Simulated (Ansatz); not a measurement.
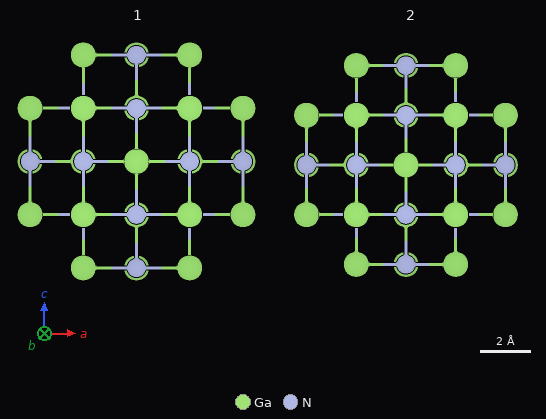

Two geometries of crystalline GaN (set up in Fm-3m) (coarse preliminary run), drawn at one scale. One is the start of a relaxation, the other its converged end. The picture is a ball-and-stick view of the conventional cell (4 times the calculation's cell), seen along the b axis. Lengths and directions refer to the drawn axes.

The calculation used DFT PBE, scalar-relativistic, plane waves, PAW (Ansatz 0.2.0). Settings: plane-wave cutoff 420 eV; k-point mesh 8 × 8 × 8; occupations gaussian; smearing width 0.1 eV; no spin polarisation; cell and atoms relaxed; force threshold 0.04 eV/Å; at most 70 steps.

Question: Which geometry has the lower energy?

Answer: Structure 1 is the relaxed one. No atom moves by more than 0.005 Å relative to the cell. The volume changes by +22.7 %, with a = b = c 3.985 → 4.267 Å (+7.1 %). Among the contacts that change: Ga–N 1.992 → 2.133 Å. The space group stays Fm-3m (No. 225). Over 4 accepted moves (6 points after the start) the energy falls by 323 meV per atom. All forces vanish by symmetry, so only the cell relaxes. The pressure goes from 69.09 to 0.17 GPa. The SCF was repeated twice at an unchanged geometry on a basis and grid sized afresh for the cell, which shifted the energy by 17.9 meV per atom at most.
